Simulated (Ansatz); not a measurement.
CoO. A set of calculations on one system.

Space group I4/mmm; spin-polarised. It comes out metallic at this level (no Hubbard term), which in such compounds can be an artefact. Net moment 2.9 μB in the 2-atom cell of the calculation; other magnetic orders weren't tried.

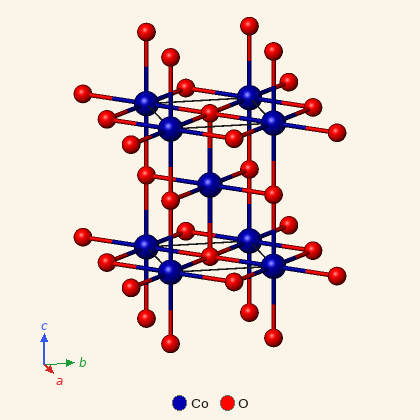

The conventional cell.

```
Co O
1.0
     3.01600    0.00000    0.00000
     0.00000    3.01600    0.00000
     0.00000    0.00000    4.21450
Co O
2 2
Direct
  0.00000 0.00000 0.00000
  0.50000 0.50000 0.50000
  0.00000 0.00000 0.50000
  0.50000 0.50000 0.00000
```

Level of theory: DFT PBE, scalar-relativistic, plane waves, PAW in Ansatz.

Core electrons are frozen (PAW), so the maps are meaningful between the atoms, not at the nuclei.

### 1. Bonding charge

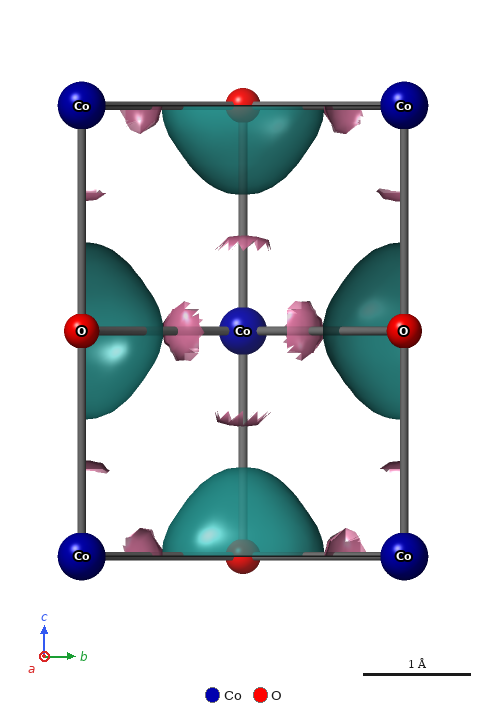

Density of the crystal less the sum of free-atom densities: teal surfaces at +0.08 and pink ones at −0.08 e/Å³, in the conventional cell seen along the a axis (the regions close to the nuclei are left out). Cores are masked to 0.8 Å (Co) and 0.6 Å (O).

Q: Read the map: where is density gained and where lost?

A: Co–O (2.11 Å): Δρ is −0.016 e/Å³ at the midpoint (close to a masked core, so read it with care). Co–Co (3.00 Å): Δρ is −0.03 e/Å³ at the midpoint. Over the whole cell, outside the masked cores, the largest gain lies at the edge of the masked core of O, and the largest loss lies at the edge of the masked core of Co. The rearranged charge, half the integral of |Δρ|, is about 0.23 e an atom. Bader charges: Co +1.24 and O −1.24 e.

### 2. States by energy

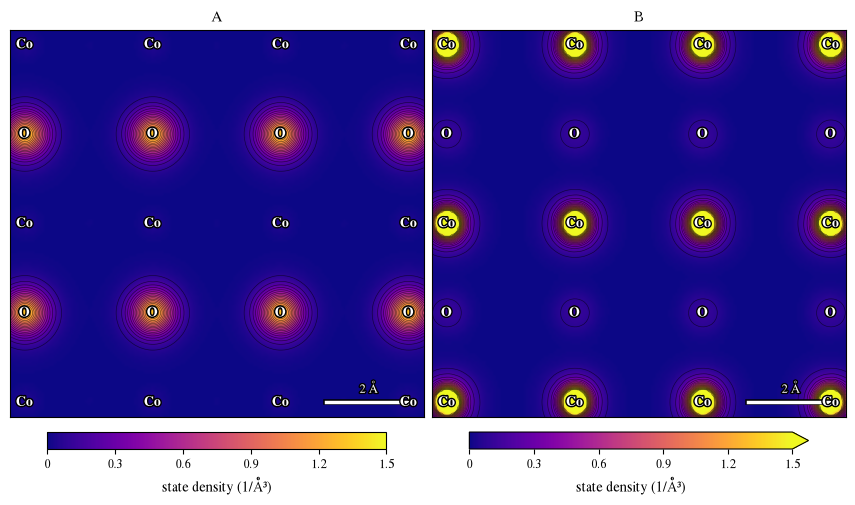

CoO: densities of the states in two energy windows, on the (100) plane of the conventional cell.

Q: The windows, about the Fermi level, are −20.4 to −18.3 eV and 0.0 to +1.2 eV. Which panel shows which?

A: Panel A: −20.4 to −18.3 eV, a separate group of bands (semicore or deep states), mainly O 2s (90 %) and Co 4s (10 %).
Panel B: 0.0 to +1.2 eV, the empty states just over the Fermi level, mainly Co 3d (90 %).
The characters are Löwdin shares on a minimal set of atomic orbitals.

### 3. Moving an atom

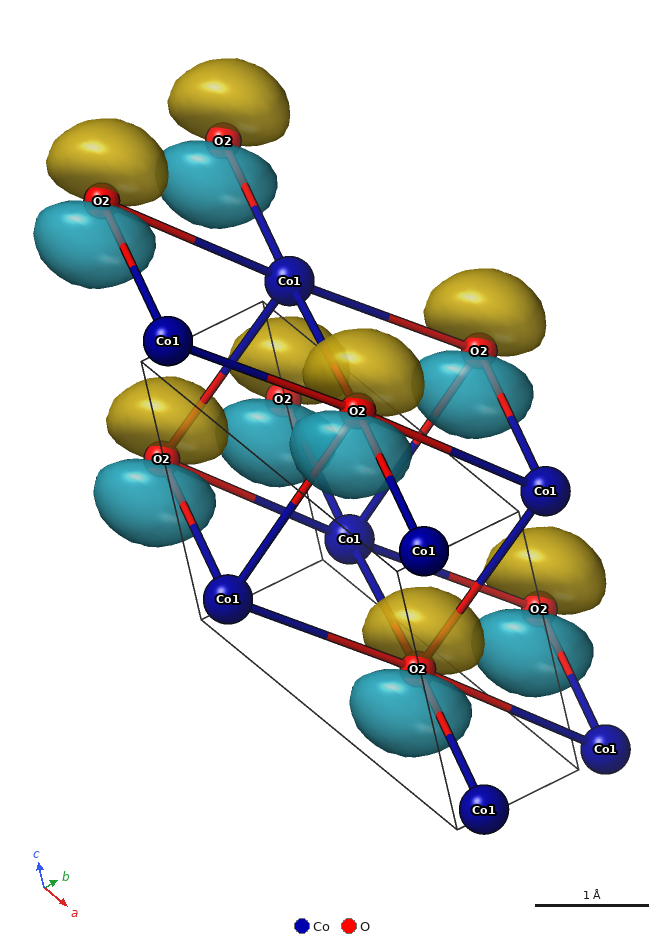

CoO: one atom of the 2-atom cell (and its periodic copies) was moved a little. Density after less density before, yellow at +0.2 and cyan at −0.2 e/Å³, seen slightly off an axis; cell a = 3.00 Å, b = 3.00 Å, c = 3.00 Å, α = 119.60°, β = 119.60°, γ = 90.69°. The lobes lie largely inside the PAW sphere, where the density is a smoothed one.

Q: Which atom moved, and which way?

A: O2 moved towards the yellow lobe, upwards in the picture. In the run the shift was 0.05 Å along [0 1 1] in the axes of the cell drawn.

Q: How much does the computed force on the atom change?

A: The force on it changes by 0.05 eV/Å along the move, against it: a stiffness of about 0.95 eV/Å² for this sublattice shift.

### 4. Change of volume

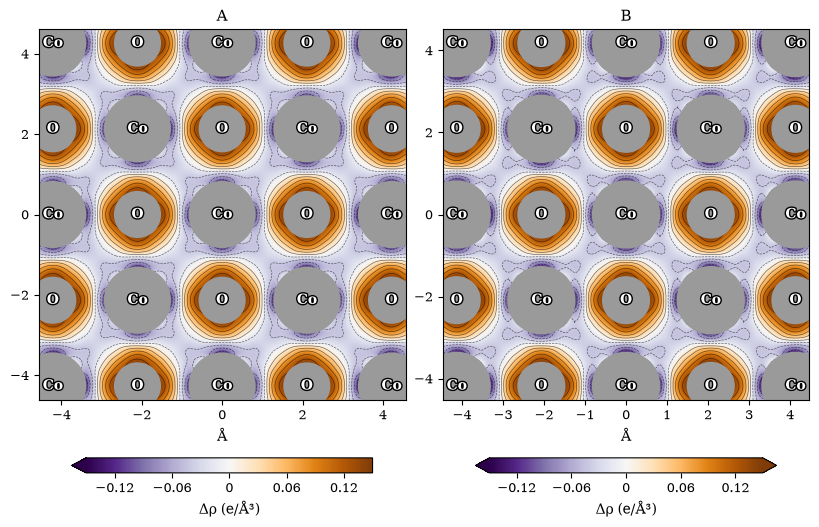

CoO: deformation density on the (11̄0) plane of the conventional cell at two volumes, with the same fractional coordinates and one colour scale. Grey discs cover the cores. Panel B has 94 % of the volume of panel A.

Q: How do bonds, bonding charge and pressure respond to this change of volume?

A: The pressure is 0 GPa in A and 11 GPa in B. Bader charges in A: Co +1.24 and O −1.24 e; in B: Co +1.22 and O −1.22 e. The rearranged charge is 0.23 e an atom in A and 0.23 e in B. The net moment is 2.95 μB a cell in A and 2.67 μB in B.

### 5. Another level of theory

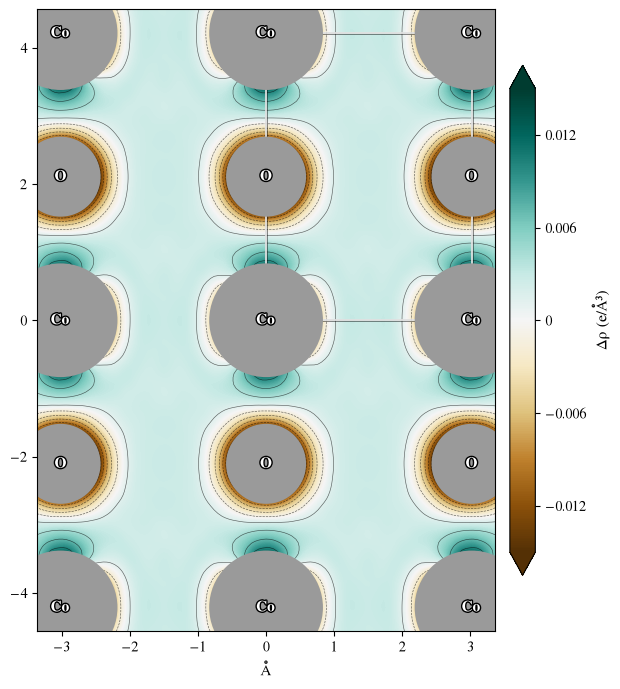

CoO: difference of two self-consistent densities at the same geometry, ρ(PBEsol) − ρ(PBE), on the (100) plane of the conventional cell. Grey discs cover the cores, where the PAW densities can't be compared. Cores are masked to 0.8 Å (Co) and 0.6 Å (O).

Both runs: Ansatz, scalar-relativistic, plane waves and PAW, same cutoff, k-points and PAW files (made with PBE).

Q: How does the change of level move the electrons?

A: Against PBE, and outside the masked cores, the largest gain, 0.008 e/Å³, lies 0.9 Å from a cobalt nucleus and 1.2 Å from an oxygen one, and the largest loss lies at the edge of the masked core of O.
- Bader charges are Co +1.24 and O −1.24 e with PBE and Co +1.22 and O −1.22 e with PBEsol.
- At this volume the pressure is 0 GPa with PBE and −9 GPa with PBEsol.
- The integrated |spin density| goes from 3.0 to 3.0 μB in the cell of the calculation.

### 6. Putting it together

Charge passes from Co (Pauling electronegativity 1.88) to O (3.44), the direction that the scale predicts; the Bader charges fall short of whole formal charges, as they usually do. The two pressures give a mean stiffness −ΔP/Δln V of about 170 GPa over this range, with the atoms held at their fractional positions.

Run times: 16 s (base cell), 5.9 s (state densities), 31 s (moved atom), 15 s (scaled cell) and 16 s (PBEsol), on 2 threads of Intel(R) Xeon(R) Platinum 8375C CPU @ 2.90GHz (Ice Lake) (shared host).
